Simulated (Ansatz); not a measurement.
# Run report: Ti₁₂Si, single-point calculation (part 1 of 2)

Ti₁₂Si (slab, 13 atoms in the cell), computed with DFT PBE+D3(BJ), scalar-relativistic, plane waves, PAW, PAW set soft_1, no spin polarisation (Ansatz 0.2.0).

The structure derives from an entry of the Crystallography Open Database. Figures and captions count atoms from 1; the log counts them from 0 in places.

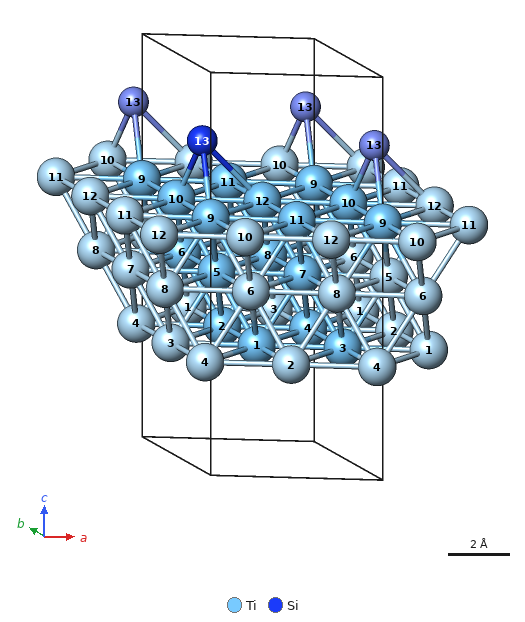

**Figure 1.** The structure (ball-and-stick view of the cell of the calculation, with the vacuum cut short, seen slightly off an axis; neighbours outside the cell are drawn fainter; atoms are numbered from 1 in the order of the input). An atom can appear more than once, as a periodic image. Near neighbours in the periodic cell (some may lie outside the picture): Ti has 9 Ti at 2.78 to 2.85 Å; Ti has 12 Ti at 2.78 to 2.85 Å; Ti has 1 Si at 2.53 to 3.02 Å and 9 Ti at 2.78 to 2.85 Å; Si has 3 Ti at 2.53 to 3.02 Å.

## The input
```yaml
crystal:
  lattice:
    - [5.7099611372, 0.0, 0.0]
    - [-2.8549805686, 4.9449713995, 0.0]
    - [0.0, 0.0, 21.4932633465]
  atoms:
    - { symbol: Ti, position: [0.3333333333, 0.1666666667, 0.1861048244] }
    - { symbol: Ti, position: [0.3333333333, 0.6666666667, 0.1861048244] }
    - { symbol: Ti, position: [0.8333333333, 0.1666666667, 0.1861048244] }
    - { symbol: Ti, position: [0.8333333333, 0.6666666667, 0.1861048244] }
    - { symbol: Ti, position: [0.1666666667, 0.3333333333, 0.2907832195] }
    - { symbol: Ti, position: [0.1666666667, 0.8333333333, 0.2907832195] }
    - { symbol: Ti, position: [0.6666666667, 0.3333333333, 0.2907832195] }
    - { symbol: Ti, position: [0.6666666667, 0.8333333333, 0.2907832195] }
    - { symbol: Ti, position: [0.0, 0.0, 0.3951593208] }
    - { symbol: Ti, position: [0.0, 0.5, 0.3951593208] }
    - { symbol: Ti, position: [0.5, 0.0, 0.3951593208] }
    - { symbol: Ti, position: [0.5, 0.5, 0.3951593208] }
    - { symbol: Si, position: [0.0833333333, 0.3333333333, 0.4975169742] }
basis:
  ecutwfc: 420
kpoints:
  mp_grid: { grid: [6, 6, 1] }
hamiltonian:
  xc: pbe
  pseudopotentials: { kind: paw, azcp: { folder: soft_1 } }
  dispersion: d3bj
scf:
  occupations: { method: gaussian, width: 0.1 }
output:
  forces: true
  eigenvalues: true
  write_density: true
  write_potential: true
  elf: true
  volumetric_format: npy
efield:
  axis: 3
  dipole_correction: true
  ramp_width: 0.04
```

Command:
```bash
ansatz run input.yaml --threads 2 --pin off --max-ram 6144MiB --backend cpu --events-out ev --progress --plain --runs-dir out
```

## The program's output
```
Engine: ansatz 0.2.0, aarch64-unknown-linux-gnu
Pseudopotentials: kind: paw
Pseudopotential: Ti, paw, valence charge 12, recommended cutoff 420 eV (normal), [file]
Pseudopotential: Si, paw, valence charge 4, recommended cutoff 420 eV (normal), [file]
Functional definition: PBE
  parameter kappa = 0.804
  parameter beta = 0.06672455060314922
  exchange = pbe_x(kappa = kappa, mu = beta*pi^2/3)
  correlation = pbe_c(beta = beta)
Crystal: 13 atoms, lattice volume = 606.875 Å³
Basis set: ecut = 420 eV, 11903 PW (Γ), exchange–correlation on 80×80×288 points (8 copies of the dense FFT grid, shifted against one another)
Bands: 89, of which v1, the nominal top of the filled ones, is band 74 counted from 1 (73 counted from 0)
Symmetry: 1 space group operations
Space group: P1 (ITA 1), of the structure as read, at distance tolerance 8.5e-5 Å
k-points: 20 of 36 (time reversal used)
Non-local potential: Ti, projectors of the file, l = 0: 3, l = 1: 2, l = 2: 3, l = 3: 1
Non-local potential: Si, projectors of the file, l = 0: 2, l = 1: 2, l = 2: 1
PAW form: soft (Blöchl's): semilocal exchange-correlation on the pseudo side does not see the compensation charge
PAW one-centre angular grid: Ti, 590 points (default); XC on 64 Gauss nodes
PAW one-centre angular grid: Si, 110 points (default); XC on 64 Gauss nodes
Initial density: superposition of atomic densities (neutral atoms: chi_scale 0, normalization atom)
Initial wavefunctions: pseudopotential atomic-orbital guess
Functional: x = pbe(κ = 0.804, μ = 0.2195149727645171), c = pbe(β = 0.06672455060314922)
SCF iter   1: F=—  HF=-30643.375397 eV  |F-HF|=—  |Δ(HF+E_count)|=         —  Δρ=5.61e-2  dr2=2.07e2  ethr=3.10e-3  p=0.000 e·Å  D=8.29e-7 V/Å  ΔV_dip=-0.00 eV  dr2_dipole=2.79e-1  V_vac-E_F(+/−)=8.16/8.16 eV  ⟨swp⟩=10.9  Hψ=9149  notcnv=0
efield: sawtooth ramp at fractional position 0.8218 (placed from the atoms, in the widest stretch of the axis that holds none; the zero of the levels goes with the place), width 0.0400; the density the first Hamiltonian is built on has a dipole p = 0.000 e·Å; the dipole correction subtracts the counter field D = 8.29e-7 V/Å, which shifts the + side's vacuum level by -0.00 eV against the − side's; the planar-averaged density in the ramp window peaks in size at 1.5e-6 e/Å³
preconditioner: auto → LDOS  [metal: Δε(μ)=0.007 eV  Ē_g=2.808 eV  σ=0.100 eV  W_gap=0.04  n_scr=80 (ndim 8)  ℏωp=10.9 eV  f_vac=0.537  D(μ)=21.07/eV (n_scr^D=160)  β→1.0]
SCF iter   2: F=—  HF=-30634.175842 eV  |F-HF|=—  |Δ(HF+E_count)|=    9.20e0  Δρ=3.95e-2  dr2=8.50e1  ethr=3.10e-3  p=-0.446 e·Å  D=-1.33e-1 V/Å  ΔV_dip=2.86 eV  dr2_dipole=1.57e1  V_vac-E_F(+/−)=5.38/2.52 eV  ⟨swp⟩=6.3  Hψ=5238  notcnv=0  defer=50
SCF iter   3: F=—  HF=-30630.089167 eV  |F-HF|=—  |Δ(HF+E_count)|=    4.09e0  Δρ=9.44e-3  dr2=4.68e0  ethr=3.10e-3  p=0.004 e·Å  D=1.31e-3 V/Å  ΔV_dip=-0.03 eV  dr2_dipole=1.67e0  V_vac-E_F(+/−)=5.42/5.45 eV  ⟨swp⟩=4.2  Hψ=4355  notcnv=0  defer=74
SCF iter   4: F=—  HF=-30629.860358 eV  |F-HF|=—  |Δ(HF+E_count)|=   2.29e-1  Δρ=3.30e-3  dr2=1.74e-1  ethr=3.10e-3  p=-0.068 e·Å  D=-2.02e-2 V/Å  ΔV_dip=0.43 eV  dr2_dipole=5.04e-4  V_vac-E_F(+/−)=5.35/4.92 eV  ⟨swp⟩=2.5  Hψ=2118  notcnv=0  defer=62
SCF iter   5: F=—  HF=-30629.870965 eV  |F-HF|=—  |Δ(HF+E_count)|=   1.06e-2  Δρ=1.47e-3  dr2=6.97e-2  ethr=1.18e-4  p=-0.084 e·Å  D=-2.52e-2 V/Å  ΔV_dip=0.54 eV  dr2_dipole=2.59e-2  V_vac-E_F(+/−)=5.24/4.70 eV  ⟨swp⟩=3.8  Hψ=3607  notcnv=0  defer=72
SCF iter   6: F=—  HF=-30629.869296 eV  |F-HF|=—  |Δ(HF+E_count)|=   1.67e-3  Δρ=5.99e-4  dr2=1.86e-2  ethr=4.71e-5  p=-0.080 e·Å  D=-2.40e-2 V/Å  ΔV_dip=0.52 eV  dr2_dipole=7.42e-3  V_vac-E_F(+/−)=5.20/4.69 eV  ⟨swp⟩=1.1  Hψ=1804  notcnv=0  defer=72
SCF iter   7: F=—  HF=-30629.868985 eV  |F-HF|=—  |Δ(HF+E_count)|=   3.10e-4  Δρ=1.48e-4  dr2=1.97e-4  ethr=1.26e-5  p=-0.077 e·Å  D=-2.29e-2 V/Å  ΔV_dip=0.49 eV  dr2_dipole=1.08e-5  V_vac-E_F(+/−)=5.18/4.69 eV  ⟨swp⟩=1.8  Hψ=1794  notcnv=0  defer=72
SCF iter   8: F=—  HF=-30629.869141 eV  |F-HF|=—  |Δ(HF+E_count)|=   1.55e-4  Δρ=6.63e-5  dr2=9.70e-5  ethr=1.33e-7  p=-0.079 e·Å  D=-2.34e-2 V/Å  ΔV_dip=0.50 eV  dr2_dipole=3.97e-5  V_vac-E_F(+/−)=5.18/4.68 eV  ⟨swp⟩=4.0  Hψ=3852  notcnv=0  defer=72
SCF iter   9: F=—  HF=-30629.869840 eV  |F-HF|=—  |Δ(HF+E_count)|=   6.99e-4  Δρ=2.21e-5  dr2=6.38e-6  ethr=6.56e-8  p=-0.080 e·Å  D=-2.40e-2 V/Å  ΔV_dip=0.52 eV  dr2_dipole=7.85e-10  V_vac-E_F(+/−)=5.18/4.67 eV  ⟨swp⟩=2.0  Hψ=2339  notcnv=0  defer=66
SCF iter  10: F=—  HF=-30629.869843 eV  |F-HF|=—  |Δ(HF+E_count)|=   2.89e-6  Δρ=8.78e-6  dr2=1.08e-6  ethr=4.31e-9  p=-0.081 e·Å  D=-2.41e-2 V/Å  ΔV_dip=0.52 eV  dr2_dipole=7.37e-8  V_vac-E_F(+/−)=5.18/4.67 eV  ⟨swp⟩=2.5  Hψ=2262  notcnv=0  defer=66
SCF iter  11: F=—  HF=-30629.869843 eV  |F-HF|=—  |Δ(HF+E_count)|=   6.32e-7  Δρ=3.90e-6  dr2=1.68e-7  ethr=7.32e-10  p=-0.081 e·Å  D=-2.42e-2 V/Å  ΔV_dip=0.52 eV  dr2_dipole=2.11e-8  V_vac-E_F(+/−)=5.18/4.67 eV  ⟨swp⟩=2.3  Hψ=2390  notcnv=0  defer=66
SCF iter  12: F=-30629.869843 eV  HF=-30629.869843 eV  |F-HF|=2.63e-8  |Δ(HF+E_count)|=   1.30e-7  Δρ=1.26e-6  dr2=1.74e-8  ethr=6.76e-11  p=-0.081 e·Å  D=-2.42e-2 V/Å  ΔV_dip=0.52 eV  dr2_dipole=5.87e-10  V_vac-E_F(+/−)=5.18/4.66 eV  ⟨swp⟩=27.4  Hψ=16118  notcnv=0
SCF 1 converged in 12 iterations: F = -30629.869843 eV  dr2 = 1.74e-8
  greatest PAW one-centre occupation: 0.999 electrons in one spin orbital (limit 2), on the Ti atom at site 5 (counted from 0), in its partial waves of l = 0
```

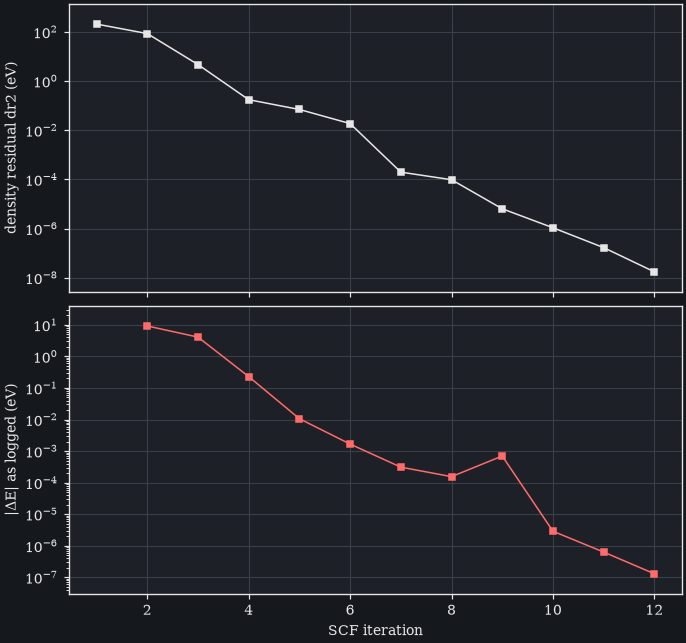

**Figure 2.** Convergence of the self-consistent field: density residual dr2 and size of the energy change against the SCF iteration. The residual falls at every step.

```
WARN: The output density's exchange-correlation potential varies sharply where the density is thin. Do not read a vacuum level from v_tot or v_xc, or from such a field of the output density. On a cell that repeats whose density bears no net charge and no dipole along the vacuum's axis use v_es (v_loc + v_h of the components); under efield.dipole_correction with no amplitude use v_es + v_field, which holds any external_charges[].barrier, or the levels of the report's work_function block, which leave it out; under a non-zero efield.amplitude the vacuum is tilted and has no level; on a cell that repeats and bears such a dipole with no correction it is tilted too, and efield.dipole_correction with no amplitude gives each side of its ramp a level where efield: is served; in a cell that repeats whose density bears a net charge (total_charge, or a fill off its count) it is curved and has none; of a slab under crystal.periodic whose density bears no net charge use v_es, which has a level on each side, short of where the two are joined; of another it falls or rises all the way out and has none; of a slab beside external_charges read slab_vacuum_level instead, which it has where they leave it neutral. The grid or the basis barely resolves most such structure, and the values can differ between equally converged runs; as a rule a tighter scf.convergence.dr2_threshold does not remove it. Where the density itself ripples (under the LDA too) a higher basis.ecutwfc lessens it. The files hold the spikes' plane waves up to the density's cutoff. Files: v_tot_of_output_density and the like, and their columns of v_z.tsv (output.write_potential); v_xc_of_output_density and the like, and their columns of v_comp_z.tsv (output.write_potential_components). Measured: with its Gaussian average of σ = 0.25 Å subtracted twice, the exchange-correlation potential is over 0.1 eV at 219 of the grid points where the equally averaged density (valence and model cores) is under 1e-3 e/Å³, and 0.283 eV at the most among them, at an averaged density of 4.1e-8 e/Å³. The input density's (outcome.potential() and, of a run that writes arrays, v_tot and v_xc) is over 0.1 eV, so measured, at 192 points of its own thin density, 0.231 eV at the most. See output.write_potential in the manual, Limitations
SCF converged after 12 iterations
Free energy (F): -30629.869843 eV
Harris-Foulkes:  -30629.869843 eV  (|F-HF|=2.63e-8)
Internal energy: -30629.757159 eV  (E = F + TS)
E sigma→0 (E₀):  -30629.813501 eV
Entropy (-TS):   -0.112684 eV (-8.668 meV/atom)
Fermi energy:    1.755733 eV
Dipole field:    D = -0.024171 V/Å  (p = -0.081065 e·Å, saw-weighted, corrected)
Work function:   Φ+ = 5.1846 eV   Φ− = 4.6650 eV
Levels:          The Fermi level and band energies are counted from a zero that moves with the ramp; work functions are not
--- Per-component energies (eV) ---
  E_band       = -3547.780289
  E_kinetic    = 3424.125417
  E_local      = -126922.731712  (includes V_loc(G=0)·N_el)
  E_nonlocal   = 754.944960
  E_hartree    = 61542.331952
  E_xc         = -1446.657983
  E_vxc        = -1787.987663  (∫ρ·V_xc dr)
  E_paw        = -13022.229448  (= ΣΔE_a)
  E_vpaw       = -2097.288110  (= ΣTr[D̂ρ^β])
  E_aug_tail   = -0.000852  (compensation charges beyond the density's cutoff)
  E_efield     = 0.000980  (sawtooth field / dipole correction)
  E_vefield    = -3.499417  (∫n·V_field dr)
  E_ewald      = 45046.091202
  E_disp       = -5.631675  (pairwise vdW)
  E_smearing   = -0.112684  (= −TS)
  E_closure    = -0.000000  (closes the sum)
  Σ components = -30629.869843   (vs F -30629.869843, Δ=0.00e0)
--- Forces (eV/Å), atoms counted from 1 ---
  atom   1  Ti     0.01851334    -0.00326964     0.04093565
  atom   2  Ti    -0.00307218     0.02820311     0.05134013
  atom   3  Ti    -0.03575190    -0.01110333     0.03159662
  atom   4  Ti    -0.00206405    -0.00279398     0.05331829
  atom   5  Ti     0.12638982    -0.02040110    -0.44113238
  atom   6  Ti     0.01524076     0.06723498    -0.19317572
  atom   7  Ti    -0.09429615    -0.03914367    -0.19373076
  atom   8  Ti    -0.03034581    -0.02904529    -0.18986612
  atom   9  Ti    -0.19740720     0.77292963     0.65365386
  atom  10  Ti     0.34306587    -0.33557094    -0.01306543
  atom  11  Ti     0.30229751     0.07087305     0.79369889
  atom  12  Ti    -0.78558993    -0.40297922     0.81053655
  atom  13  Si     0.34302761    -0.09493004    -1.40418447
  max |Σ_I F_I| component: 7.49e-5 eV/Å
--- Band table (eV; the first three rows and the last of 20) ---
```
